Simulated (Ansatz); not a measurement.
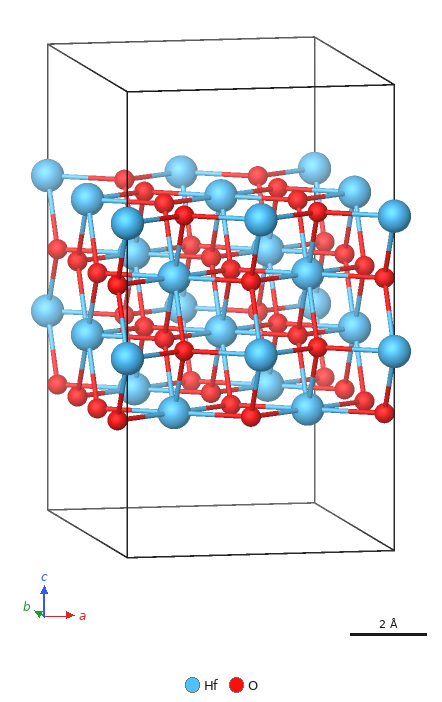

Figure 1. The input geometry (ball-and-stick view of the 1 × 2 repeat of the cell, with the vacuum cut short, seen slightly off an axis). An atom can appear more than once, as a periodic image.

# Run report: HfO2, geometry relaxation (part 1 of 3)

HfO2 (slab, 24 atoms in the cell), computed with DFT PBE, scalar-relativistic, plane waves, PAW, no spin polarisation (Ansatz 0.2.0).

The structure derives from an entry of the Crystallography Open Database. The input holds or restrains some coordinates. Forces given for the steps count only the free coordinates. It belongs to a series of runs on one base structure; here: clean slab, lower planes held.

### The program's output
```
Engine: ansatz 0.2.0, x86_64-unknown-linux-gnu
Pseudopotentials: kind: paw
Pseudopotential: Hf, paw, valence charge 26, recommended cutoff 420 eV (normal), Hf.paw.azcp
Pseudopotential: O, paw, valence charge 6, recommended cutoff 420 eV (normal), O.paw.azcp
Functional definition: PBE
  parameter kappa = 0.804
  parameter beta = 0.06672455060314922
  exchange = pbe_x(kappa = kappa, mu = beta*pi^2/3)
  correlation = pbe_c(beta = beta)
Crystal: 24 atoms, lattice volume = 786.685 Å³
Basis set: ecut = 420 eV, 15375 PW (Γ), exchange–correlation on 100×72×288 points (8 copies of the dense FFT grid, shifted against one another)
Bands: 183, of which v1, the nominal top of the filled ones, is band 152 counted from 1 (151 counted from 0)
Symmetry: 8 space group operations
k-points: 4 of 6
Non-local potential: Hf, projectors of the file, l = 0: 3, l = 1: 2, l = 2: 2, l = 3: 3
Non-local potential: O, projectors of the file, l = 0: 2, l = 1: 2, l = 2: 1
PAW form: soft (Blöchl's): semilocal exchange-correlation on the pseudo side does not see the compensation charge
PAW one-centre angular grid: Hf, 590 points (default); XC on 64 Gauss nodes
PAW one-centre angular grid: O, 110 points (default); XC on 64 Gauss nodes
Initial density: superposition of atomic densities (neutral atoms: chi_scale 0, normalization atom), corrected by the library's trained network
Initial wavefunctions: pseudopotential atomic-orbital guess
Functional: x = pbe(κ = 0.804, μ = 0.2195149727645171), c = pbe(β = 0.06672455060314922)
SCF iter   1: F=—  HF=-134882.075664 eV  |F-HF|=—  |Δ(HF+E_count)|=         —  Δρ=4.52e-3  dr2=2.07e-1  ethr=1.77e-3  p=-0.000 e·Å  D=-6.34e-14 V/Å  ΔV_dip=0.00 eV  dr2_dipole=6.69e-9  V_vac-E_F(+/−)=3.21/3.21 eV  ⟨swp⟩=5.5  Hψ=2631  notcnv=0  defer=24
efield: sawtooth ramp at fractional position 0.9800 (placed from the atoms, in the widest stretch of the axis that holds none; the zero of the levels goes with the place), width 0.0400; the density the first Hamiltonian is built on has a dipole p = -0.000 e·Å; the dipole correction subtracts the counter field D = -6.34e-14 V/Å, which shifts the + side's vacuum level by +0.00 eV against the − side's; the planar-averaged density in the ramp window peaks in size at 1.1e-5 e/Å³
preconditioner: auto → Resta (q_TF=auto, 2.328 Å⁻¹)  ε∞=2.8  [insulator: Δε(μ)=1.762 eV  Ē_g=16.847 eV  σ=0.050 eV  W_gap=1.00  n_scr=172 (ndim 8)  ℏωp=22.5 eV  f_vac=0.619  D(μ)=0.00/eV (n_scr^D=0)  ε∞_Penn≈2.8  vacuum switching on, ρ_ref=2.1e-2 e/Å³]
SCF iter   2: F=—  HF=-134882.063535 eV  |F-HF|=—  |Δ(HF+E_count)|=   1.21e-2  Δρ=3.10e-3  dr2=5.30e-2  ethr=6.80e-5  p=0.000 e·Å  D=3.64e-6 V/Å  ΔV_dip=-0.00 eV  dr2_dipole=2.57e-13  V_vac-E_F(+/−)=2.91/2.91 eV  ⟨swp⟩=2.0  Hψ=1308  notcnv=0  defer=108
SCF iter   3: F=—  HF=-134882.056144 eV  |F-HF|=—  |Δ(HF+E_count)|=   7.39e-3  Δρ=8.93e-4  dr2=7.26e-3  ethr=1.74e-5  p=-0.000 e·Å  D=-1.04e-6 V/Å  ΔV_dip=0.00 eV  dr2_dipole=2.91e-10  V_vac-E_F(+/−)=2.89/2.89 eV  ⟨swp⟩=2.0  Hψ=1075  notcnv=0  defer=108
SCF iter   4: F=—  HF=-134882.057244 eV  |F-HF|=—  |Δ(HF+E_count)|=   1.10e-3  Δρ=2.45e-4  dr2=4.70e-4  ethr=2.39e-6  p=0.000 e·Å  D=7.30e-6 V/Å  ΔV_dip=-0.00 eV  dr2_dipole=3.59e-9  V_vac-E_F(+/−)=2.76/2.76 eV  ⟨swp⟩=2.0  Hψ=824  notcnv=0  defer=108
SCF iter   5: F=—  HF=-134882.057287 eV  |F-HF|=—  |Δ(HF+E_count)|=   4.37e-5  Δρ=9.78e-5  dr2=6.32e-5  ethr=1.55e-7  p=-0.000 e·Å  D=-6.41e-7 V/Å  ΔV_dip=0.00 eV  dr2_dipole=2.16e-10  V_vac-E_F(+/−)=2.73/2.73 eV  ⟨swp⟩=2.5  Hψ=1235  notcnv=0  defer=108
SCF iter   6: F=-134882.057314 eV  HF=-134882.057313 eV  |F-HF|=9.01e-7  |Δ(HF+E_count)|=   2.60e-5  Δρ=4.80e-5  dr2=1.67e-5  ethr=7.40e-9  p=0.000 e·Å  D=9.24e-7 V/Å  ΔV_dip=-0.00 eV  dr2_dipole=5.99e-11  V_vac-E_F(+/−)=2.73/2.73 eV  ⟨swp⟩=21.8  Hψ=8603  notcnv=0
SCF 1 converged in 6 iterations: F = -134882.057314 eV  dr2 = 1.67e-5
  greatest PAW one-centre occupation: 0.999 electrons in one spin orbital (limit 2), on the Hf atom at site 13 (counted from 0), in its partial waves of l = 3
relax step   1: F+E_penalty+E_count = -134882.05731413 eV  Δ(F+E_penalty+E_count) = +0.000e0 eV  max|allowed force component| = 4.229e0 eV/Å  Δτ_max = 0.0000 Å  (6 SCF iters, dr2 threshold 2.25e-5 eV, accepted)
Initial density: handed on by an earlier stage of this run
Initial wavefunctions: those handed on with the density
iter 1 solved again at ethr=3.01e-4 eV; its pass at ethr=3.10e-3 eV (dr2=9.15e-1 eV) is discarded
SCF iter   1: F=—  HF=-134883.482924 eV  |F-HF|=—  |Δ(HF+E_count)|=         —  Δρ=7.91e-3  dr2=9.15e-1  ethr=3.01e-4  p=0.000 e·Å  D=9.44e-7 V/Å  ΔV_dip=-0.00 eV  dr2_dipole=4.28e-2  V_vac-E_F(+/−)=2.70/2.70 eV  ⟨swp⟩=1.2  Hψ=2681  notcnv=0  defer=99
efield: sawtooth ramp at fractional position 0.9800 (handed on by an earlier solve), width 0.0400; the density the first Hamiltonian is built on has a dipole p = 0.000 e·Å; the dipole correction subtracts the counter field D = 9.44e-7 V/Å, which shifts the + side's vacuum level by -0.00 eV against the − side's; the planar-averaged density in the ramp window peaks in size at 5.8e-6 e/Å³
preconditioner: auto → Resta (q_TF=auto, 2.328 Å⁻¹)  ε∞=2.7  [insulator: Δε(μ)=1.656 eV  Ē_g=17.032 eV  σ=0.050 eV  W_gap=1.00  n_scr=172 (ndim 8)  ℏωp=22.5 eV  f_vac=0.626  D(μ)=0.00/eV (n_scr^D=0)  ε∞_Penn≈2.7  vacuum switching on, ρ_ref=2.1e-2 e/Å³]
SCF iter   2: F=—  HF=-134883.310060 eV  |F-HF|=—  |Δ(HF+E_count)|=   1.73e-1  Δρ=4.48e-3  dr2=1.23e-1  ethr=3.01e-4  p=-0.150 e·Å  D=-3.45e-2 V/Å  ΔV_dip=0.74 eV  dr2_dipole=2.03e-4  V_vac-E_F(+/−)=3.38/2.64 eV  ⟨swp⟩=4.0  Hψ=1190  notcnv=0  defer=99
SCF iter   3: F=—  HF=-134883.308861 eV  |F-HF|=—  |Δ(HF+E_count)|=   1.20e-3  Δρ=2.27e-3  dr2=3.80e-2  ethr=4.03e-5  p=-0.178 e·Å  D=-4.10e-2 V/Å  ΔV_dip=0.88 eV  dr2_dipole=2.50e-3  V_vac-E_F(+/−)=3.58/2.71 eV  ⟨swp⟩=3.0  Hψ=1354  notcnv=0  defer=104
SCF iter   4: F=—  HF=-134883.302993 eV  |F-HF|=—  |Δ(HF+E_count)|=   5.87e-3  Δρ=8.83e-4  dr2=5.94e-3  ethr=1.25e-5  p=-0.218 e·Å  D=-5.01e-2 V/Å  ΔV_dip=1.07 eV  dr2_dipole=6.82e-6  V_vac-E_F(+/−)=3.75/2.68 eV  ⟨swp⟩=2.0  Hψ=1126  notcnv=0  defer=104
SCF iter   5: F=—  HF=-134883.302873 eV  |F-HF|=—  |Δ(HF+E_count)|=   1.21e-4  Δρ=3.20e-4  dr2=7.05e-4  ethr=1.95e-6  p=-0.227 e·Å  D=-5.22e-2 V/Å  ΔV_dip=1.12 eV  dr2_dipole=1.34e-5  V_vac-E_F(+/−)=3.81/2.70 eV  ⟨swp⟩=3.0  Hψ=1379  notcnv=0  defer=104
SCF iter   6: F=—  HF=-134883.302786 eV  |F-HF|=—  |Δ(HF+E_count)|=   8.68e-5  Δρ=1.04e-4  dr2=5.89e-5  ethr=3.29e-8  p=-0.230 e·Å  D=-5.29e-2 V/Å  ΔV_dip=1.13 eV  dr2_dipole=8.52e-7  V_vac-E_F(+/−)=3.83/2.69 eV  ⟨swp⟩=24.2  Hψ=8796  notcnv=0
SCF iter   7: F=-134883.302819 eV  HF=-134883.302818 eV  |F-HF|=1.53e-6  |Δ(HF+E_count)|=   3.20e-5  Δρ=3.57e-5  dr2=7.98e-6  ethr=1.94e-8  p=-0.231 e·Å  D=-5.32e-2 V/Å  ΔV_dip=1.14 eV  dr2_dipole=8.44e-8  V_vac-E_F(+/−)=3.83/2.69 eV  ⟨swp⟩=15.8  Hψ=7872  notcnv=0
SCF 2 converged in 7 iterations: F = -134883.302819 eV  dr2 = 7.98e-6
  greatest PAW one-centre occupation: 0.999 electrons in one spin orbital (limit 2), on the Hf atom at site 7 (counted from 0), in its partial waves of l = 3
relax step   2: F+E_penalty+E_count = -134883.30281946 eV  Δ(F+E_penalty+E_count) = -1.246e0 eV  max|allowed force component| = 1.475e0 eV/Å  Δτ_max = 0.1998 Å  (7 SCF iters, dr2 threshold 1.00e-4 eV, accepted)
SCF iter   1: F=—  HF=-134883.528587 eV  |F-HF|=—  |Δ(HF+E_count)|=         —  Δρ=2.57e-3  dr2=1.11e-1  ethr=2.65e-4  p=-0.231 e·Å  D=-5.32e-2 V/Å  ΔV_dip=1.14 eV  dr2_dipole=2.31e-2  V_vac-E_F(+/−)=3.84/2.70 eV  ⟨swp⟩=3.8  Hψ=1449  notcnv=0  defer=101
efield: sawtooth ramp at fractional position 0.9800 (handed on by an earlier solve), width 0.0400; the density the first Hamiltonian is built on has a dipole p = -0.231 e·Å; the dipole correction subtracts the counter field D = -5.32e-2 V/Å, which shifts the + side's vacuum level by +1.14 eV against the − side's; the planar-averaged density in the ramp window peaks in size at 6.4e-6 e/Å³
preconditioner: auto → Resta (q_TF=auto, 2.328 Å⁻¹)  ε∞=2.7  [insulator: Δε(μ)=1.661 eV  Ē_g=17.124 eV  σ=0.050 eV  W_gap=1.00  n_scr=172 (ndim 8)  ℏωp=22.5 eV  f_vac=0.624  D(μ)=0.00/eV (n_scr^D=0)  ε∞_Penn≈2.7  vacuum switching on, ρ_ref=2.1e-2 e/Å³]
SCF iter   2: F=—  HF=-134883.498465 eV  |F-HF|=—  |Δ(HF+E_count)|=   3.01e-2  Δρ=1.57e-3  dr2=1.53e-2  ethr=3.64e-5  p=-0.142 e·Å  D=-3.27e-2 V/Å  ΔV_dip=0.70 eV  dr2_dipole=7.04e-5  V_vac-E_F(+/−)=3.41/2.71 eV  ⟨swp⟩=2.0  Hψ=1021  notcnv=0  defer=101
SCF iter   3: F=—  HF=-134883.494796 eV  |F-HF|=—  |Δ(HF+E_count)|=   3.67e-3  Δρ=7.29e-4  dr2=4.44e-3  ethr=5.04e-6  p=-0.148 e·Å  D=-3.40e-2 V/Å  ΔV_dip=0.73 eV  dr2_dipole=2.80e-4  V_vac-E_F(+/−)=3.44/2.71 eV  ⟨swp⟩=2.0  Hψ=1124  notcnv=0  defer=101
SCF iter   4: F=—  HF=-134883.494220 eV  |F-HF|=—  |Δ(HF+E_count)|=   5.75e-4  Δρ=3.47e-4  dr2=7.94e-4  ethr=1.46e-6  p=-0.140 e·Å  D=-3.21e-2 V/Å  ΔV_dip=0.69 eV  dr2_dipole=1.47e-6  V_vac-E_F(+/−)=3.39/2.71 eV  ⟨swp⟩=2.2  Hψ=1151  notcnv=0  defer=101
SCF iter   5: F=-134883.494175 eV  HF=-134883.494162 eV  |F-HF|=1.35e-5  |Δ(HF+E_count)|=   5.87e-5  Δρ=9.19e-5  dr2=4.40e-5  ethr=3.29e-8  p=-0.139 e·Å  D=-3.19e-2 V/Å  ΔV_dip=0.68 eV  dr2_dipole=1.08e-6  V_vac-E_F(+/−)=3.39/2.71 eV  ⟨swp⟩=21.8  Hψ=8658  notcnv=0
SCF 3 converged in 5 iterations: F = -134883.494175 eV  dr2 = 4.40e-5
  Residual-converged pass: ⟨swp⟩=1.0  Hψ=748  notcnv=0  max |occ|·‖R‖ = 7.0e-9 eV (tolerance 1.0e-8 eV)  dr2=4.40e-5  dr2_onsite=6.88e-6  max |Δocc| = 3.9e-131
relax step   3: F+E_penalty+E_count = -134883.49417509 eV  Δ(F+E_penalty+E_count) = -1.914e-1 eV  max|allowed force component| = 6.654e-1 eV/Å  Δτ_max = 0.0519 Å  (5 SCF iters, dr2 threshold 1.00e-4 eV, accepted)
SCF iter   1: F=—  HF=-134883.567184 eV  |F-HF|=—  |Δ(HF+E_count)|=         —  Δρ=3.13e-3  dr2=7.87e-2  ethr=6.30e-4  p=-0.139 e·Å  D=-3.19e-2 V/Å  ΔV_dip=0.68 eV  dr2_dipole=6.86e-3  V_vac-E_F(+/−)=3.38/2.70 eV  ⟨swp⟩=4.0  Hψ=1471  notcnv=0  defer=101
efield: sawtooth ramp at fractional position 0.9800 (handed on by an earlier solve), width 0.0400; the density the first Hamiltonian is built on has a dipole p = -0.139 e·Å; the dipole correction subtracts the counter field D = -3.19e-2 V/Å, which shifts the + side's vacuum level by +0.68 eV against the − side's; the planar-averaged density in the ramp window peaks in size at 6.0e-6 e/Å³
preconditioner: auto → Resta (q_TF=auto, 2.328 Å⁻¹)  ε∞=2.7  [insulator: Δε(μ)=1.665 eV  Ē_g=17.095 eV  σ=0.050 eV  W_gap=1.00  n_scr=172 (ndim 8)  ℏωp=22.5 eV  f_vac=0.623  D(μ)=0.00/eV (n_scr^D=0)  ε∞_Penn≈2.7  vacuum switching on, ρ_ref=2.1e-2 e/Å³]
SCF iter   2: F=—  HF=-134883.547169 eV  |F-HF|=—  |Δ(HF+E_count)|=   2.00e-2  Δρ=1.83e-3  dr2=1.85e-2  ethr=2.59e-5  p=-0.089 e·Å  D=-2.05e-2 V/Å  ΔV_dip=0.44 eV  dr2_dipole=6.21e-8  V_vac-E_F(+/−)=3.15/2.71 eV  ⟨swp⟩=2.0  Hψ=1057  notcnv=0  defer=102
SCF iter   3: F=—  HF=-134883.544370 eV  |F-HF|=—  |Δ(HF+E_count)|=   2.80e-3  Δρ=7.50e-4  dr2=5.97e-3  ethr=6.08e-6  p=-0.096 e·Å  D=-2.21e-2 V/Å  ΔV_dip=0.47 eV  dr2_dipole=1.16e-3  V_vac-E_F(+/−)=3.17/2.70 eV  ⟨swp⟩=2.0  Hψ=1110  notcnv=0  defer=102
SCF iter   4: F=—  HF=-134883.543349 eV  |F-HF|=—  |Δ(HF+E_count)|=   1.02e-3  Δρ=3.03e-4  dr2=5.97e-4  ethr=1.96e-6  p=-0.078 e·Å  D=-1.80e-2 V/Å  ΔV_dip=0.39 eV  dr2_dipole=7.06e-6  V_vac-E_F(+/−)=3.09/2.70 eV  ⟨swp⟩=2.0  Hψ=1127  notcnv=0  defer=102
SCF iter   5: F=-134883.543312 eV  HF=-134883.543314 eV  |F-HF|=2.68e-6  |Δ(HF+E_count)|=   3.46e-5  Δρ=8.96e-5  dr2=4.72e-5  ethr=1.77e-8  p=-0.078 e·Å  D=-1.79e-2 V/Å  ΔV_dip=0.38 eV  dr2_dipole=2.02e-7  V_vac-E_F(+/−)=3.09/2.71 eV  ⟨swp⟩=21.0  Hψ=8562  notcnv=0
SCF 4 converged in 5 iterations: F = -134883.543312 eV  dr2 = 4.72e-5
  Residual-converged pass: ⟨swp⟩=1.0  Hψ=748  notcnv=0  max |occ|·‖R‖ = 6.8e-9 eV (tolerance 1.0e-8 eV)  dr2=4.72e-5  dr2_onsite=4.84e-6  max |Δocc| = 7.1e-131
relax step   4: F+E_penalty+E_count = -134883.54331157 eV  Δ(F+E_penalty+E_count) = -4.914e-2 eV  max|allowed force component| = 5.038e-2 eV/Å  Δτ_max = 0.0691 Å  (5 SCF iters, dr2 threshold 5.39e-5 eV, accepted)
SCF iter   1: F=—  HF=-134883.544372 eV  |F-HF|=—  |Δ(HF+E_count)|=         —  Δρ=2.23e-4  dr2=8.43e-4  ethr=8.60e-7  p=-0.078 e·Å  D=-1.79e-2 V/Å  ΔV_dip=0.38 eV  dr2_dipole=8.29e-5  V_vac-E_F(+/−)=3.09/2.71 eV  ⟨swp⟩=2.0  Hψ=1329  notcnv=0  defer=9
efield: sawtooth ramp at fractional position 0.9800 (handed on by an earlier solve), width 0.0400; the density the first Hamiltonian is built on has a dipole p = -0.078 e·Å; the dipole correction subtracts the counter field D = -1.79e-2 V/Å, which shifts the + side's vacuum level by +0.38 eV against the − side's; the planar-averaged density in the ramp window peaks in size at 5.7e-6 e/Å³
preconditioner: auto → Resta (q_TF=auto, 2.328 Å⁻¹)  ε∞=2.7  [insulator: Δε(μ)=1.662 eV  Ē_g=17.088 eV  σ=0.050 eV  W_gap=1.00  n_scr=172 (ndim 8)  ℏωp=22.5 eV  f_vac=0.624  D(μ)=0.00/eV (n_scr^D=0)  ε∞_Penn≈2.7  vacuum switching on, ρ_ref=2.1e-2 e/Å³]
SCF iter   2: F=—  HF=-134883.544204 eV  |F-HF|=—  |Δ(HF+E_count)|=   1.69e-4  Δρ=9.78e-5  dr2=8.51e-5  ethr=2.77e-7  p=-0.083 e·Å  D=-1.91e-2 V/Å  ΔV_dip=0.41 eV  dr2_dipole=1.12e-6  V_vac-E_F(+/−)=3.12/2.71 eV  ⟨swp⟩=2.0  Hψ=1006  notcnv=0  defer=9
SCF iter   3: F=—  HF=-134883.543674 eV  |F-HF|=—  |Δ(HF+E_count)|=   5.29e-4  Δρ=5.47e-5  dr2=2.37e-5  ethr=2.80e-8  p=-0.082 e·Å  D=-1.89e-2 V/Å  ΔV_dip=0.41 eV  dr2_dipole=8.68e-7  V_vac-E_F(+/−)=3.11/2.71 eV  ⟨swp⟩=2.0  Hψ=1198  notcnv=0  defer=9
SCF iter   4: F=—  HF=-134883.543674 eV  |F-HF|=—  |Δ(HF+E_count)|=   7.21e-7  Δρ=2.44e-5  dr2=4.36e-6  ethr=7.79e-9  p=-0.083 e·Å  D=-1.90e-2 V/Å  ΔV_dip=0.41 eV  dr2_dipole=8.09e-8  V_vac-E_F(+/−)=3.11/2.71 eV  ⟨swp⟩=2.0  Hψ=1102  notcnv=0  defer=9
SCF iter   5: F=—  HF=-134883.543674 eV  |F-HF|=—  |Δ(HF+E_count)|=   2.72e-7  Δρ=8.11e-6  dr2=4.26e-7  ethr=1.44e-9  p=-0.083 e·Å  D=-1.90e-2 V/Å  ΔV_dip=0.41 eV  dr2_dipole=2.44e-9  V_vac-E_F(+/−)=3.11/2.71 eV  ⟨swp⟩=3.0  Hψ=1150  notcnv=0  defer=9
SCF iter   6: F=-134883.543674 eV  HF=-134883.543674 eV  |F-HF|=2.21e-9  |Δ(HF+E_count)|=   1.61e-7  Δρ=2.80e-6  dr2=5.78e-8  ethr=3.29e-11  p=-0.083 e·Å  D=-1.90e-2 V/Å  ΔV_dip=0.41 eV  dr2_dipole=1.75e-10  V_vac-E_F(+/−)=3.11/2.71 eV  ⟨swp⟩=17.0  Hψ=6210  notcnv=0
SCF 5 converged in 6 iterations: F = -134883.543674 eV  dr2 = 5.78e-8
relax step   5: F+E_penalty+E_count = -134883.54367416 eV  Δ(F+E_penalty+E_count) = -3.626e-4 eV  max|allowed force component| = 1.357e-2 eV/Å  Δτ_max = 0.0038 Å  (6 SCF iters, accepted)
```

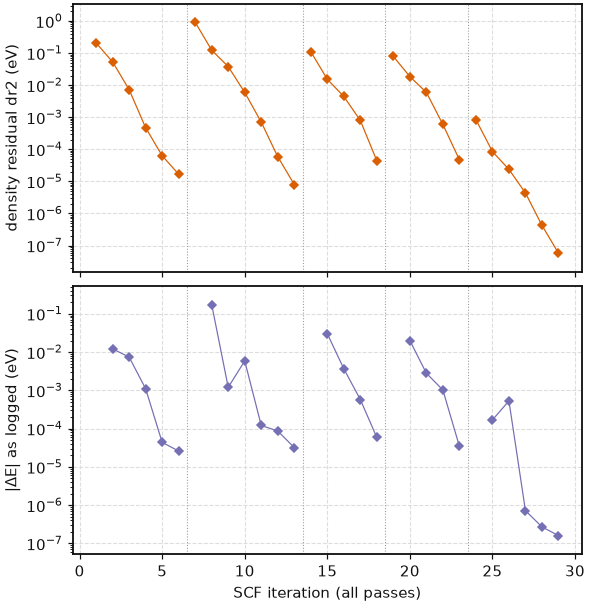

Figure 2. Convergence of the self-consistent field: density residual dr2 and size of the energy change against the SCF iteration. The dotted lines part the SCF passes of the relaxation: geometry steps, rejected trials and re-solves on a re-selected basis. The 5 passes take 5 to 7 iterations each, 29 in all.
